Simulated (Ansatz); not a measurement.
**Run report: Br, geometry relaxation (part 2 of 2)**

The same run, continued: Br (Cmmm, 5 atoms in the cell); DFT PBE, scalar-relativistic, plane waves, PAW, no spin polarisation (Ansatz 0.2.0); cutoff 420 eV, 8×8×6 k-mesh, Gaussian smearing of 0.1 eV. The structure was made by a generator, so it may or may not be a known phase.

Geometry of the input (Å; fractional positions):
```
2.8898  -4.3132  0.0000
2.8898  4.3132  0.0000
0.0000  0.0000  6.5330
Br 0.5000  -0.0000  0.2500
Br 0.0000  0.5000  0.7500
Br 0.0000  0.5000  0.2500
Br 0.5000  -0.0000  0.7500
Br 0.0000  0.0000  0.0000
```

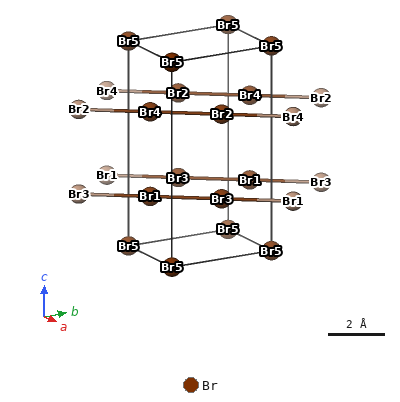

The geometry at step 5 of the log (ball-and-stick view of the cell of the calculation, seen slightly off an axis; neighbours outside the cell are drawn fainter; atoms are numbered from 1 in the order of the input).

Output, continued:
```
Crystal: 5 atoms, lattice volume = 175.655 Å³
Basis set: ecut = 420 eV, 3437 PW (Γ), exchange–correlation on 72×72×90 points (8 copies of the dense FFT grid, shifted against one another)
preconditioner: auto → LDOS  [metal: Δε(μ)=0.014 eV  Ē_g=10.143 eV  σ=0.100 eV  W_gap=0.08  n_scr=22 (ndim 8)  ℏωp=16.6 eV  f_vac=0.095  D(μ)=5.55/eV (n_scr^D=36)  β→1.0]
SCF 10 converged in 8 iterations: F = -13914.280835 eV  dr2 = 3.98e-11
relax step  10: F+E_penalty+E_count = -13914.28083531 eV  Δ(F+E_penalty+E_count) = -6.513e-4 eV  max|allowed force component| = 1.659e-3 eV/Å  Δτ_max = 0.0056 Å  P = -0.003 GPa  Ω = 175.655 Å³  energy of the carried Pulay correction = -6.923e-4 eV  (8 SCF iters, accepted)
Basis set: ecut = 420 eV, 3437 PW (Γ), exchange–correlation on 72×72×108 points (8 copies of the dense FFT grid, shifted against one another)
Initial wavefunctions: pseudopotential atomic-orbital guess (no wavefunctions were taken with the density)
preconditioner: auto → LDOS  [metal: Δε(μ)=0.024 eV  Ē_g=10.140 eV  σ=0.100 eV  W_gap=0.14  n_scr=22 (ndim 8)  ℏωp=16.6 eV  f_vac=0.095  D(μ)=5.54/eV (n_scr^D=36)  β→1.0]
SCF 11 converged in 7 iterations: F = -13914.296763 eV  dr2 = 6.16e-12
relax step  11: F+E_penalty+E_count = -13914.29676345 eV  Δ(F+E_penalty+E_count) = -1.593e-2 eV  max|allowed force component| = 1.914e-3 eV/Å  Δτ_max = 0.0000 Å  P = +0.150 GPa  Ω = 175.655 Å³  stress off target by 4.15e-1 GPa  SCF on the basis re-selected at this cell (its energy is not comparable with the rows above)  (7 SCF iters)
basis re-selected at this cell: Δ(F+E_penalty+E_count) = -1.593e-2 eV, ΔP = +0.153 GPa vs the last step (what re-selecting the basis moved, of the pressure what is left beyond the Pulay correction that the steps carried, after the strain that the cell walked since its last selection, with what the two solves' SCF thresholds leave and, on support functions, any second-order correction that the steps lacked; it is no measure of the basis error at this ecutwfc). The dense FFT grid was sized anew with the basis: this SCF ran on 36×36×54 points, the steps before it on 36×36×45, so part of this shift can come from that change (see relax.cell in the input reference). This SCF's stress stands 4.15e-1 GPa from its target on what of the cell is left free (relax.cell.stress_tol is 5.00e-2 GPa) and its largest allowed force component is 1.91e-3 eV/Å (relax.f_tol is 1.00e-2 eV/Å): not within both, so this SCF does not close the relaxation
Crystal: 5 atoms, lattice volume = 176.498 Å³
Basis set: ecut = 420 eV, 3431 PW (Γ), exchange–correlation on 72×72×108 points (8 copies of the dense FFT grid, shifted against one another)
preconditioner: auto → LDOS  [metal: Δε(μ)=0.007 eV  Ē_g=10.136 eV  σ=0.100 eV  W_gap=0.04  n_scr=22 (ndim 8)  ℏωp=16.5 eV  f_vac=0.093  D(μ)=5.91/eV (n_scr^D=38)  β→1.0]
SCF 12 converged in 5 iterations: F = -13914.301256 eV  dr2 = 9.91e-8
relax step  12: F+E_penalty+E_count = -13914.30125562 eV  Δ(F+E_penalty+E_count) = -4.492e-3 eV  max|allowed force component| = 1.385e-2 eV/Å  Δτ_max = 0.0217 Å  P = +0.006 GPa  Ω = 176.498 Å³  energy of the carried Pulay correction = -5.743e-5 eV  (5 SCF iters, dr2 threshold 4.30e-7 eV, accepted)
Crystal: 5 atoms, lattice volume = 177.505 Å³
Basis set: ecut = 420 eV, 3471 PW (Γ), exchange–correlation on 72×72×108 points (8 copies of the dense FFT grid, shifted against one another)
preconditioner: auto → LDOS  [metal: Δε(μ)=0.003 eV  Ē_g=10.143 eV  σ=0.100 eV  W_gap=0.02  n_scr=22 (ndim 8)  ℏωp=16.5 eV  f_vac=0.095  D(μ)=6.06/eV (n_scr^D=38)  β→1.0]
SCF 13 converged in 6 iterations: F = -13914.301563 eV  dr2 = 5.66e-9
relax step  13: F+E_penalty+E_count = -13914.30156310 eV  Δ(F+E_penalty+E_count) = -3.075e-4 eV  max|allowed force component| = 2.329e-3 eV/Å  Δτ_max = 0.0035 Å  P = -0.020 GPa  Ω = 177.505 Å³  energy of the carried Pulay correction = -1.119e-4 eV  (6 SCF iters, dr2 threshold 2.47e-8 eV, accepted)
Crystal: 5 atoms, lattice volume = 177.127 Å³
Basis set: ecut = 420 eV, 3451 PW (Γ), exchange–correlation on 72×72×108 points (8 copies of the dense FFT grid, shifted against one another)
preconditioner: auto → LDOS  [metal: Δε(μ)=0.006 eV  Ē_g=10.146 eV  σ=0.100 eV  W_gap=0.04  n_scr=22 (ndim 8)  ℏωp=16.5 eV  f_vac=0.093  D(μ)=6.04/eV (n_scr^D=38)  β→1.0]
SCF 14 converged in 7 iterations: F = -13914.301626 eV  dr2 = 1.73e-11
relax step  14: F+E_penalty+E_count = -13914.30162558 eV  Δ(F+E_penalty+E_count) = -6.248e-5 eV  max|allowed force component| = 2.375e-4 eV/Å  Δτ_max = 0.0002 Å  P = -0.003 GPa  Ω = 177.127 Å³  energy of the carried Pulay correction = -9.238e-5 eV  (7 SCF iters, accepted)
iter 1 solved again at ethr=9.12e-7 eV; its pass at ethr=3.10e-3 eV (dr2=3.19e-4 eV) is discarded
SCF iter   1: F=—  HF=-13914.301682 eV  |F-HF|=—  |Δ(HF+E_count)|=         —  Δρ=1.09e-5  dr2=2.99e-8  ethr=9.12e-7  ⟨swp⟩=3.4  Hψ=16783  notcnv=0
eigensolver tolerance schedule: the retry pair's looser diagonalisation over-reported the residual by 10689.39 of it (diagonalisation noise at an unbounded share of the residual, at the tolerance the schedule requests for it); recorded, not acted on — ethr = c·dr2/N_el stays at c = 1.0e-1
preconditioner: auto → LDOS  [metal: Δε(μ)=0.005 eV  Ē_g=10.146 eV  σ=0.100 eV  W_gap=0.03  n_scr=22 (ndim 8)  ℏωp=16.5 eV  f_vac=0.093  D(μ)=6.04/eV (n_scr^D=38)  β→1.0]
SCF iter   2: F=—  HF=-13914.301694 eV  |F-HF|=—  |Δ(HF+E_count)|=   1.14e-5  Δρ=2.63e-6  dr2=8.72e-9  ethr=8.53e-11  ⟨swp⟩=4.0  Hψ=5331  notcnv=0
SCF iter   3: F=—  HF=-13914.301694 eV  |F-HF|=—  |Δ(HF+E_count)|=   1.86e-9  Δρ=5.51e-7  dr2=3.62e-10  ethr=2.49e-11  ⟨swp⟩=2.6  Hψ=3477  notcnv=0
SCF iter   4: F=—  HF=-13914.301694 eV  |F-HF|=—  |Δ(HF+E_count)|=  3.38e-10  Δρ=1.82e-7  dr2=1.45e-10  ethr=1.00e-12  ⟨swp⟩=9.8  Hψ=12938  notcnv=0
SCF iter   5: F=-13914.301694 eV  HF=-13914.301694 eV  |F-HF|=1.64e-11  |Δ(HF+E_count)|=    0.00e0  Δρ=6.69e-8  dr2=1.56e-11  ethr=1.00e-12  ⟨swp⟩=5.5  Hψ=9658  notcnv=0
SCF 15 converged in 5 iterations: F = -13914.301694 eV  dr2 = 1.56e-11
relax step  15: F+E_penalty+E_count = -13914.30169354 eV  Δ(F+E_penalty+E_count) = -6.796e-5 eV  max|allowed force component| = 2.526e-4 eV/Å  Δτ_max = 0.0000 Å  P = -0.004 GPa  Ω = 177.127 Å³  stress off target by 6.87e-3 GPa  SCF on the basis re-selected at this cell (its energy is not comparable with the rows above)  (5 SCF iters)
basis re-selected at this cell: Δ(F+E_penalty+E_count) = -6.796e-5 eV, ΔP = -0.001 GPa vs the last step (what re-selecting the basis moved, of the pressure what is left beyond the Pulay correction that the steps carried, after the strain that the cell walked since its last selection, with what the two solves' SCF thresholds leave and, on support functions, any second-order correction that the steps lacked; it is no measure of the basis error at this ecutwfc). This SCF's stress stands 6.87e-3 GPa from its target on what of the cell is left free (relax.cell.stress_tol is 5.00e-2 GPa) and its largest allowed force component is 2.53e-4 eV/Å (relax.f_tol is 1.00e-2 eV/Å): within both
SCF converged after 5 iterations
Free energy (F): -13914.301694 eV
Harris-Foulkes:  -13914.301694 eV  (|F-HF|=1.64e-11)
Internal energy: -13914.271495 eV  (E = F + TS)
E sigma→0 (E₀):  -13914.286594 eV
Entropy (-TS):   -0.030199 eV (-6.040 meV/atom)
Fermi energy:    1.241495 eV
--- Per-component energies (eV) ---
  E_band       = -147.164942
  E_kinetic    = 655.049387
  E_local      = -1253.287407  (includes V_loc(G=0)·N_el)
  E_nonlocal   = 350.852705
  E_hartree    = 332.388355
  E_xc         = -1311.789393
  E_vxc        = -504.477572  (∫ρ·V_xc dr)
  E_paw        = -11235.163900  (= ΣΔE_a)
  E_vpaw       = -60.078756  (= ΣTr[D̂ρ^β])
  E_aug_tail   = 0.000000  (compensation charges beyond the density's cutoff)
  E_ewald      = -1452.321241
  E_smearing   = -0.030199  (= −TS)
  E_closure    = -0.000000  (closes the sum)
  Σ components = -13914.301694   (vs F -13914.301694, Δ=0.00e0)
--- Forces (eV/Å), atoms counted from 1 ---
  atom   1  Br     0.00000000     0.00000000     0.00025262
  atom   2  Br    -0.00000000     0.00000000    -0.00025262
  atom   3  Br     0.00000000    -0.00000000     0.00025262
  atom   4  Br     0.00000000    -0.00000000    -0.00025262
  atom   5  Br     0.00000000    -0.00000000     0.00000000
  max |Σ_I F_I| component: 9.86e-32 eV/Å
--- Stress (GPa, compression-positive) ---
       -0.006868       0.000000      -0.000000
        0.000000       0.001115       0.000000
       -0.000000       0.000000      -0.005279
  P = ⅓ Tr σ = -0.0037 GPa (-0.037 kbar)
--- Band table (eV; the first three rows and the last of 84) ---
  k-point 0: bands = ["-14.3891", "-13.9237", "-11.9438", "-11.7701", "-11.5208", "-4.4162", "-3.9837", "-2.6369", "-1.1914", "-0.9742", "-0.6180", "-0.4916", "-0.2511", "0.5727", "0.6783", "1.0259", "1.1106", "1.5846", "4.2367", "4.4898", "6.7537", "7.6562", "8.5074"]
  k-point 1: bands = ["-14.3824", "-13.9335", "-11.9428", "-11.7654", "-11.5220", "-4.4102", "-3.9915", "-2.6803", "-1.1663", "-0.8591", "-0.6622", "-0.4725", "-0.2191", "0.4643", "0.7071", "0.9953", "1.1077", "1.5498", "4.2359", "4.4906", "6.8869", "7.7468", "8.4737"]
  k-point 2: bands = ["-14.3683", "-13.9540", "-11.9408", "-11.7561", "-11.5245", "-4.3975", "-4.0080", "-2.7581", "-1.1006", "-0.7632", "-0.5982", "-0.4326", "-0.1294", "0.2704", "0.7291", "0.7620", "1.2230", "1.4789", "4.2344", "4.4921", "7.2048", "7.9468", "8.2861"]
  k-point 83: bands = ["-14.2823", "-13.8596", "-12.0029", "-11.7884", "-11.5868", "-4.5188", "-4.0592", "-2.4944", "-2.3509", "-1.4748", "-1.2327", "-0.5179", "0.0577", "0.7581", "0.8966", "1.2368", "1.3104", "1.9751", "4.2739", "4.5226", "8.3571", "8.4537", "8.8944"]
--- Relaxed structure (13 steps of the walk, 12 accepted, 2 SCFs on fresh bases) ---
  F+E_penalty+E_count = -13914.30169354 eV   max|allowed force component| = 2.526e-4 eV/Å   (the final SCF, on the basis selected at the relaxed cell)
  cell:  # Å, volume = 177.1274 Å³
    - [2.66006884547874, -4.139078668638527, 3.9615959680055745e-32]
    - [2.66006884547874, 4.139078668638527, 2.8055274067843965e-32]
    - [7.580231812821475e-32, -8.755272384902558e-33, 8.043762038324633]
  atoms:
    - { symbol: Br, position: [0.5, -4.0585311432507696e-33, 0.30768471160895133] }
    - { symbol: Br, position: [-1.0596455048088996e-32, 0.5, 0.6923152883910483] }
    - { symbol: Br, position: [-4.70936763959904e-33, 0.5, 0.30768471160895133] }
    - { symbol: Br, position: [0.5, -9.132020711041282e-33, 0.6923152883910483] }
    - { symbol: Br, position: [6.117074179137115e-35, 1.8396466539698443e-34, 9.459599707077333e-20] }
```

Trajectory as extended XYZ (Å, eV, eV/Å), 15 frames, from step=1 to step=15:
```
5
Lattice="2.8898 -4.3132 0.0000 2.8898 4.3132 0.0000 0.0000 0.0000 6.5330" Properties=species:S:1:pos:R:3:forces:R:3 step=1 energy=-13913.37487 pressure_GPa=1.67
Br    1.4449   -2.1566    1.6332    0.0000   0.0000   0.3718
Br    1.4449    2.1566    4.8997    0.0000   0.0000  -0.3718
Br    1.4449    2.1566    1.6332    0.0000   0.0000   0.3718
Br    1.4449   -2.1566    4.8997    0.0000   0.0000  -0.3718
Br    0.0000    0.0000    0.0000    0.0000   0.0000   0.0000
5
Lattice="2.8010 -4.5195 0.0000 2.8010 4.5195 0.0000 0.0000 0.0000 6.7874" Properties=species:S:1:pos:R:3:forces:R:3 step=2 energy=-13913.82699 pressure_GPa=0.40
Br    1.4005   -2.2597    1.7628    0.0000   0.0000   0.2274
Br    1.4005    2.2597    5.0246    0.0000   0.0000  -0.2274
Br    1.4005    2.2597    1.7628    0.0000   0.0000   0.2274
Br    1.4005   -2.2597    5.0246    0.0000   0.0000  -0.2274
Br    0.0000    0.0000    0.0000    0.0000   0.0000   0.0000
5
Lattice="2.6588 -4.6169 0.0000 2.6588 4.6169 0.0000 0.0000 0.0000 6.9753" Properties=species:S:1:pos:R:3:forces:R:3 step=3 energy=-13914.07434 pressure_GPa=1.57
Br    1.3294   -2.3084    1.8725    0.0000   0.0000   0.1776
Br    1.3294    2.3084    5.1029    0.0000   0.0000  -0.1776
Br    1.3294    2.3084    1.8725    0.0000   0.0000   0.1776
Br    1.3294   -2.3084    5.1029    0.0000   0.0000  -0.1776
Br    0.0000    0.0000    0.0000    0.0000   0.0000   0.0000
5
Lattice="2.6440 -4.6836 0.0000 2.6440 4.6836 0.0000 0.0000 0.0000 7.2215" Properties=species:S:1:pos:R:3:forces:R:3 step=4 energy=-13914.19105 pressure_GPa=0.86
Br    1.3220   -2.3418    2.0369    0.0000   0.0000   0.0717
Br    1.3220    2.3418    5.1846    0.0000   0.0000  -0.0717
Br    1.3220    2.3418    2.0369    0.0000   0.0000   0.0717
Br    1.3220   -2.3418    5.1846    0.0000   0.0000  -0.0717
Br    0.0000    0.0000    0.0000    0.0000   0.0000   0.0000
5
Lattice="2.6576 -4.6912 0.0000 2.6576 4.6912 0.0000 0.0000 0.0000 7.5187" Properties=species:S:1:pos:R:3:forces:R:3 step=5 energy=-13914.24371 pressure_GPa=-0.01
Br    1.3288   -2.3456    2.2063    0.0000   0.0000   0.0114
Br    1.3288    2.3456    5.3124    0.0000   0.0000  -0.0114
Br    1.3288    2.3456    2.2063    0.0000   0.0000   0.0114
Br    1.3288   -2.3456    5.3124    0.0000   0.0000  -0.0114
Br    0.0000    0.0000    0.0000    0.0000   0.0000   0.0000
5
Lattice="2.6504 -4.6351 0.0000 2.6504 4.6351 0.0000 0.0000 0.0000 7.6768" Properties=species:S:1:pos:R:3:forces:R:3 step=6 energy=-13914.25291 pressure_GPa=-0.04
Br    1.3252   -2.3175    2.3058    0.0000   0.0000  -0.0431
Br    1.3252    2.3175    5.3710    0.0000   0.0000   0.0431
Br    1.3252    2.3175    2.3058    0.0000   0.0000  -0.0431
Br    1.3252   -2.3175    5.3710    0.0000   0.0000   0.0431
Br    0.0000    0.0000    0.0000    0.0000   0.0000   0.0000
5
Lattice="2.6547 -4.4194 0.0000 2.6547 4.4194 0.0000 0.0000 0.0000 7.8273" Properties=species:S:1:pos:R:3:forces:R:3 step=7 energy=-13914.27146 pressure_GPa=-0.14
Br    1.3273   -2.2097    2.3682    0.0000   0.0000  -0.0039
Br    1.3273    2.2097    5.4591    0.0000   0.0000   0.0039
Br    1.3273    2.2097    2.3682    0.0000   0.0000  -0.0039
Br    1.3273   -2.2097    5.4591    0.0000   0.0000   0.0039
Br    0.0000    0.0000    0.0000    0.0000   0.0000   0.0000
5
Lattice="2.6630 -4.2041 0.0000 2.6630 4.2041 0.0000 0.0000 0.0000 7.8433" Properties=species:S:1:pos:R:3:forces:R:3 step=8 energy=-13914.28018 pressure_GPa=0.10
Br    1.3315   -2.1020    2.3978    0.0000   0.0000  -0.0241
Br    1.3315    2.1020    5.4455    0.0000   0.0000   0.0241
Br    1.3315    2.1020    2.3978    0.0000   0.0000  -0.0241
Br    1.3315   -2.1020    5.4455    0.0000   0.0000   0.0241
Br    0.0000    0.0000    0.0000    0.0000   0.0000   0.0000
5
Lattice="2.6817 -4.1806 0.0000 2.6817 4.1806 0.0000 0.0000 0.0000 7.8817" Properties=species:S:1:pos:R:3:forces:R:3 step=9 energy=-13914.27835 pressure_GPa=-0.31 accepted=F
Br    1.3409   -2.0903    2.4002    0.0000   0.0000   0.0156
Br    1.3409    2.0903    5.4816    0.0000   0.0000  -0.0156
Br    1.3409    2.0903    2.4002    0.0000   0.0000   0.0156
Br    1.3409   -2.0903    5.4816    0.0000   0.0000  -0.0156
Br    0.0000    0.0000    0.0000    0.0000   0.0000   0.0000
5
Lattice="2.6668 -4.1923 0.0000 2.6668 4.1923 0.0000 0.0000 0.0000 7.8557" Properties=species:S:1:pos:R:3:forces:R:3 step=10 energy=-13914.28083 pressure_GPa=-0.00
Br    1.3334   -2.0961    2.3949    0.0000   0.0000  -0.0017
Br    1.3334    2.0961    5.4608    0.0000   0.0000   0.0017
Br    1.3334    2.0961    2.3949    0.0000   0.0000  -0.0017
Br    1.3334   -2.0961    5.4608    0.0000   0.0000   0.0017
Br    0.0000    0.0000    0.0000    0.0000   0.0000   0.0000
5
Lattice="2.6668 -4.1923 0.0000 2.6668 4.1923 0.0000 0.0000 0.0000 7.8557" Properties=species:S:1:pos:R:3:forces:R:3 step=11 energy=-13914.29676 pressure_GPa=0.15
Br    1.3334   -2.0961    2.3949    0.0000   0.0000  -0.0019
Br    1.3334    2.0961    5.4608    0.0000   0.0000   0.0019
Br    1.3334    2.0961    2.3949    0.0000   0.0000  -0.0019
Br    1.3334   -2.0961    5.4608    0.0000   0.0000   0.0019
Br    0.0000    0.0000    0.0000    0.0000   0.0000   0.0000
5
Lattice="2.6647 -4.1329 0.0000 2.6647 4.1329 0.0000 0.0000 0.0000 8.0133" Properties=species:S:1:pos:R:3:forces:R:3 step=12 energy=-13914.30126 pressure_GPa=0.01
Br    1.3323   -2.0664    2.4696    0.0000   0.0000  -0.0138
Br    1.3323    2.0664    5.5437    0.0000   0.0000   0.0138
Br    1.3323    2.0664    2.4696    0.0000   0.0000  -0.0138
Br    1.3323   -2.0664    5.5437    0.0000   0.0000   0.0138
Br    0.0000    0.0000    0.0000    0.0000   0.0000   0.0000
5
Lattice="2.6611 -4.1511 0.0000 2.6611 4.1511 0.0000 0.0000 0.0000 8.0345" Properties=species:S:1:pos:R:3:forces:R:3 step=13 energy=-13914.30156 pressure_GPa=-0.02
Br    1.3305   -2.0756    2.4718    0.0000   0.0000  -0.0023
Br    1.3305    2.0756    5.5626    0.0000   0.0000   0.0023
Br    1.3305    2.0756    2.4718    0.0000   0.0000  -0.0023
Br    1.3305   -2.0756    5.5626    0.0000   0.0000   0.0023
Br    0.0000    0.0000    0.0000    0.0000   0.0000   0.0000
5
Lattice="2.6601 -4.1391 0.0000 2.6601 4.1391 0.0000 0.0000 0.0000 8.0438" Properties=species:S:1:pos:R:3:forces:R:3 step=14 energy=-13914.30163 pressure_GPa=-0.00
Br    1.3300   -2.0695    2.4749    0.0000   0.0000   0.0002
Br    1.3300    2.0695    5.5688    0.0000   0.0000  -0.0002
Br    1.3300    2.0695    2.4749    0.0000   0.0000   0.0002
Br    1.3300   -2.0695    5.5688    0.0000   0.0000  -0.0002
Br    0.0000    0.0000    0.0000    0.0000   0.0000   0.0000
5
Lattice="2.6601 -4.1391 0.0000 2.6601 4.1391 0.0000 0.0000 0.0000 8.0438" Properties=species:S:1:pos:R:3:forces:R:3 step=15 energy=-13914.30169 pressure_GPa=-0.00
Br    1.3300   -2.0695    2.4749    0.0000   0.0000   0.0003
Br    1.3300    2.0695    5.5688    0.0000   0.0000  -0.0003
Br    1.3300    2.0695    2.4749    0.0000   0.0000   0.0003
Br    1.3300   -2.0695    5.5688    0.0000   0.0000  -0.0003
Br    0.0000    0.0000    0.0000    0.0000   0.0000   0.0000
```

Summary:

| quantity | value |
| --- | --- |
| outcome | converged |
| space group (tolerance 0.01 Å) | Cmmm (65) |
| electrons treated | 35 |
| free energy | −13914.3017 eV |
| Fermi energy | 1.241 eV |
| gap on the k-point mesh | none (metallic) |
| pressure | 0.00 GPa |
| final volume | 177.13 Å³ |
| largest force (length of the vector) at the end | under 0.001 eV/Å |
| final cell | a = 4.920 Å, b = 4.920 Å, c = 8.044 Å, α = 90.00°, β = 90.00°, γ = 114.54° |
| hardware | 1 thread of Intel Xeon @ 2.50GHz (Skylake/Cascade Lake), 189 GiB of memory available, shared host |
| wall time | 11 min |
| peak memory | 0.59 GiB |

The cell holds an odd number of electrons but the run has no spin polarisation, so a band is left half filled.
